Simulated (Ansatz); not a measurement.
W: several calculations on one system

### Relaxation

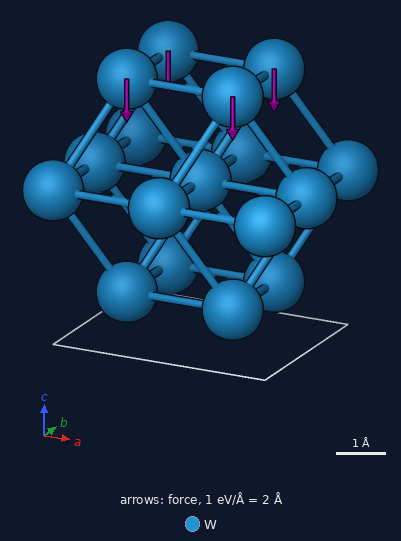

Starting geometry of a slab of composition W (cut from the Im-3m phase) with the computed forces as purple arrows. A ball-and-stick model of the cell of the calculation, outlined in the plane, without the vacuum, seen slightly off an axis.

Case: clean slab, lower planes held. The slab is the (1 1 0) face of W. 4 atoms are held fixed.

Computed with DFT PBE+D3(BJ), scalar-relativistic, plane waves, PAW (Ansatz).

Input file:
```yaml
crystal:
  lattice:
    - [5.4721979616, 0.0, 0.0]
    - [-1.8240659872, 5.1592377156, 0.0]
    - [0.0, 0.0, 20.4680309258]
  atoms:
    - { symbol: W, position: [0.25, 0.25, 0.3908534255] }
    - { symbol: W, position: [0.25, 0.75, 0.3908534255] }
    - { symbol: W, position: [0.75, 0.25, 0.3908534255] }
    - { symbol: W, position: [0.75, 0.75, 0.3908534255] }
    - { symbol: W, position: [0.5, 0.5, 0.5] }
    - { symbol: W, position: [0.5, 0.0, 0.5] }
    - { symbol: W, position: [0.0, 0.5, 0.5] }
    - { symbol: W, position: [0.0, 0.0, 0.5] }
    - { symbol: W, position: [0.75, 0.75, 0.6091465745] }
    - { symbol: W, position: [0.75, 0.25, 0.6091465745] }
    - { symbol: W, position: [0.25, 0.75, 0.6091465745] }
    - { symbol: W, position: [0.25, 0.25, 0.6091465745] }
basis:
  ecutwfc: 420
kpoints:
  mp_grid: { grid: [4, 4, 1] }
hamiltonian:
  xc: pbe
  dispersion: d3bj
scf:
  occupations: { method: gaussian, width: 0.1 }
output:
  forces: true
  eigenvalues: true
relax:
  adjacent_minimum: "off"
  f_tol: 0.03
  max_steps: 70
  constraints: [{ sites: [0, 1, 2, 3] }]
efield:
  axis: 3
  dipole_correction: true
  ramp_width: 0.04
```

Command:
```bash
ansatz run input.yaml --threads 4 --pin off --max-ram 10240MiB --backend cpu --events-out ev --progress --plain --runs-dir out
```

**Is this structure relaxed? If not, where do the atoms go?**

It isn't relaxed: the largest force vector, on W atoms, is 0.47 eV/Å. The atoms end up moving mostly along the starting forces (cosine between the two patterns 0.90). The largest moves, 0.098 Å, are those of W9, W10, W11 and W12. W9 goes along the normal (−c). The cell stays as it was. Near-neighbour distances that change, for instance: W1–W5 2.736 → 2.697 Å, W5–W10 3.159 → 3.125 Å, W1–W6 3.159 → 3.125 Å. After 1 accepted move (2 points after the start) the energy has fallen by 96.7 meV per cell of the calculation. The largest force component goes from 0.47 to 0.015 eV/Å. The line search rejected the trial step at point 1 of the run. The run took 30 s on 4 threads of Arm Neoverse V2, on a shared host, peak memory 1.4 GiB.

### Relaxation

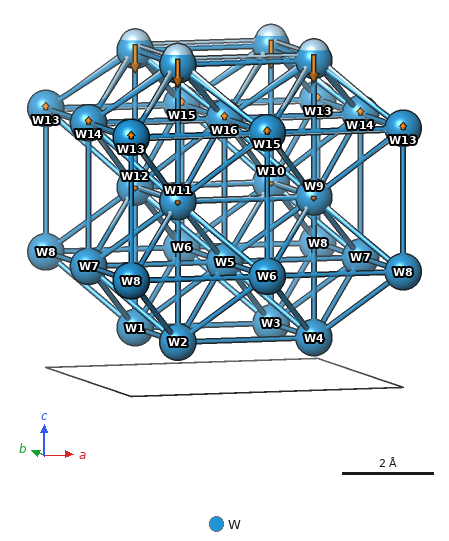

A constrained relaxation of a slab of composition W (cut from the Im-3m phase). The starting structure is drawn faded, the final one solid; orange arrows show the displacements, magnified 5 times.

Style: ball-and-stick. Shown: the cell of the calculation, outlined in the plane, without the vacuum, slightly off an axis.

Case: clean slab, lower planes held. The slab is the (1 0 0) face of W. 8 atoms are held fixed.

The calculation used DFT PBE+D3(BJ), scalar-relativistic, plane waves, PAW (Ansatz). (plane-wave cutoff 420 eV; k-point mesh 3 × 3 × 1; occupations gaussian; smearing width 0.1 eV; no spin polarisation; dipole correction; atoms relaxed in a fixed cell; force threshold 0.03 eV/Å; at most 70 steps)

Q: What did the optimiser do to the structure, and how much energy did it gain?

A: Over 3 accepted moves (5 points after the start) the energy falls by 0.486 eV per cell of the calculation. Largest force component: 1.5 eV/Å at the start, 0.0043 eV/Å at the end. The line search rejected the trial step at point 1 of the run. 1 step only repeated the SCF at the same geometry. The largest moves, 0.13 Å, are those of W atoms. The lattice vectors keep their values. Among the contacts that change: W–W 3.159 → 3.052 Å, W–W 2.736 → 2.640 Å, W–W 3.159 → 3.198 Å, W–W 2.736 → 2.774 Å.

### Scan

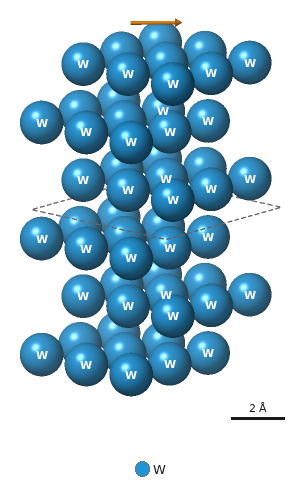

Energy scan for crystalline W (Im-3m), in which the crystal above a cut along the (0 1 1) plane of the conventional cell (between a plane of W below and one of W above, 2.26 Å apart) is slid rigidly by fractions of an in-plane lattice vector 3.19 Å long (a generalised stacking fault). One cut stands in each cell, which starts 9.0 Å high; nothing is relaxed, and the dashed outline marks the cut, the arrow on top the direction of slip. The picture shows the perfect crystal around the cut (dashed). The picture is a spheres-only view of the layers on both sides of the cut, seen from the side, nearly along the cut plane.

The calculation used Ansatz, DFT PBE, scalar-relativistic, plane waves, PAW. Set-up: plane-wave cutoff 420 eV; k-point mesh 18 × 18 × 5; occupations gaussian; smearing width 0.15 eV; no spin polarisation. Energies (free energies at the smearing named) are counted from the cell as listed in its source, which wasn't relaxed.

Input
```yaml
crystal:
  lattice:
    - [-1.5973, 1.5973, -1.5973]
    - [-1.5973, -1.5973, 1.5973]
    - [0.0, 6.3892, 6.3892]
  atoms:
    - { symbol: W, position: [0.0, 0.0, 0.0] }
    - { symbol: W, position: [0.5, 0.5, 0.25] }
    - { symbol: W, position: [0.0, 0.0, 0.5] }
    - { symbol: W, position: [0.5, 0.5, 0.75] }
basis:
  ecutwfc: 420
kpoints:
  mp_grid: { grid: [18, 18, 5] }
hamiltonian:
  xc: pbe
scf:
  occupations: { method: gaussian, width: 0.15 }
output:
  forces: true
  stress: true
  eigenvalues: true
  write_density: true
  write_potential: true
  elf: true
  volumetric_format: npy
```

Command:
```bash
ansatz run input.yaml --threads 2 --pin off --max-ram 5120MiB --backend cpu --events-out ev --progress --plain --runs-dir out
```

Q: What energies does the calculation give (the slip: 0.00, 0.10, 0.20, 0.30, 0.40, 0.50, 0.60, 0.70, 0.80, 0.90, 1.00)?

A:
```tsv
slip (fraction of the lattice vector)	γ (mJ/m²)
0.00	0
0.10	334
0.20	1361
0.30	2938
0.40	4470
0.50	5072
0.60	4470
0.70	2938
0.80	1361
0.90	334
1.00	0
```

Points that are alike by symmetry were computed once.

The curve starts and ends at zero, since a full lattice vector restores the crystal. Its highest computed point is 5072 mJ/m² at slip 0.50, which the unstable stacking-fault energy of this rigid path equals or slightly exceeds. No local minimum shows among the points, so there is no metastable fault on this line. The path is symmetric about half-way. Relaxation across the fault would lower the values.

### Scan

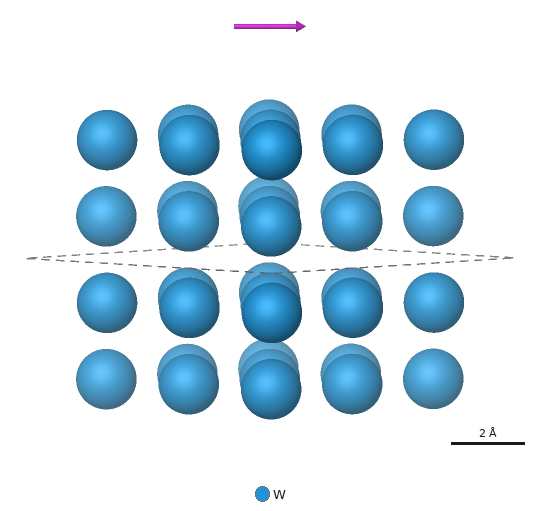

A scan of solid W (Im-3m): the crystal above a cut along the (0 1 1) plane of the conventional cell (between a plane of W below and one of W above, 2.26 Å apart) is slid rigidly by fractions of an in-plane lattice vector 4.52 Å long (a generalised stacking fault). One cut stands in each cell, which starts 9.0 Å high; nothing is relaxed, and the dashed outline marks the cut, the arrow on top the direction of slip. The picture shows the perfect crystal around the cut (dashed). Style: spheres-only. Shown: the layers on both sides of the cut, from the side, nearly along the cut plane.

These are results of Ansatz, DFT PBE, scalar-relativistic, plane waves, PAW, not measurements. Settings: plane-wave cutoff 420 eV; k-point mesh 18 × 18 × 5; occupations gaussian; smearing width 0.15 eV; no spin polarisation. Energies (free energies at the smearing named) are counted from the cell as listed in its source, which wasn't relaxed.

Input file:

The input is the one shown above.

### What energies does the calculation give (the slip: 0.000, 0.083, 0.167, 0.250, 0.333, 0.417, 0.500, 0.583, 0.667, 0.750, 0.833, 0.917, 1.000)?

```
slip (fraction of the lattice vector)  γ (mJ/m²)
                                0.000          0
                                0.083        452
                                0.167       1233
                                0.250       1648
                                0.333       2630
                                0.417       4236
                                0.500       5068
                                0.583       4236
                                0.667       2630
                                0.750       1648
                                0.833       1233
                                0.917        452
                                1.000          0
```

Points that are alike by symmetry were computed once.

The curve starts and ends at zero, since a full lattice vector restores the crystal. Its highest computed point is 5068 mJ/m² at slip 0.50, which the unstable stacking-fault energy of this rigid path equals or slightly exceeds. No local minimum shows among the points, so there is no metastable fault on this line. The path is symmetric about half-way. Relaxation across the fault would lower the values.
